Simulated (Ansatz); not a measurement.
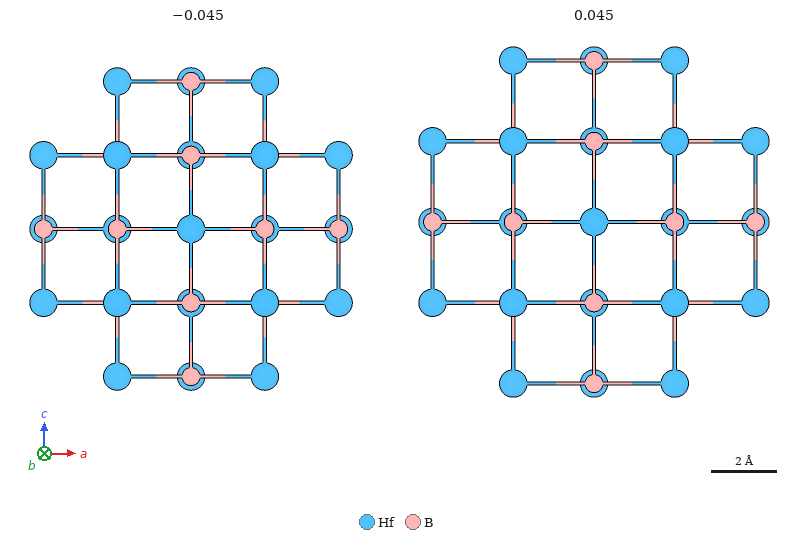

Crystalline HfB (set up in Fm-3m), under equal strain along all axes (cell held, atoms fixed by symmetry), with energies (extrapolated to zero smearing) counted from the relaxed crystal, which is the row at zero. The picture shows the first and the last member. A ball-and-stick model of the conventional cell (2 times the calculation's cell), seen along the b axis. Lengths and directions refer to the drawn axes.

Computed with Ansatz 0.2.0: DFT PBEsol, scalar-relativistic, plane waves, PAW. Set-up: plane-wave cutoff 420 eV; k-point mesh 16 × 16 × 12; occupations gaussian; smearing width 0.1 eV; no spin polarisation.

| strain | energy (meV/atom) | a (Å) |
| --- | --- | --- |
| −0.045 | 158.95 | 4.572 |
| −0.03 | 67.54 | 4.644 |
| −0.015 | 16.09 | 4.716 |
| 0.0 | 0.00 | 4.788 |
| 0.015 | 15.11 | 4.860 |
| 0.03 | ? | ? |
| 0.045 | 124.23 | 5.003 |

### One row is withheld. What does the calculation give there?

A parabola through three neighbouring rows (0.0, 0.015, 0.045) gives, with Lagrange weights, (−0.3333)(0.00) + (1.0000)(15.11) + (0.3333)(124.23) = 56.52 meV/atom. The calculation gives 57.65 meV/atom (a = 4.932 Å). The estimate is 1.13 meV/atom too low. From the first member to the last: Hf–Hf 3.233 → 3.538 Å, B–Hf 2.286 → 2.502 Å.

The whole series:

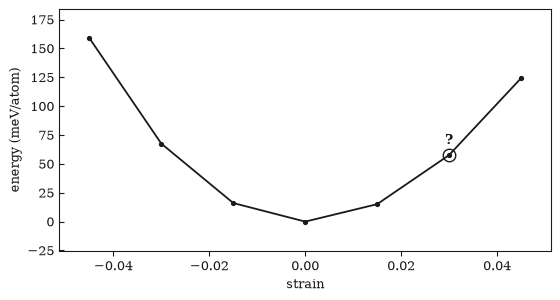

Each member starts from this one structure; whether another phase lies lower wasn't checked.
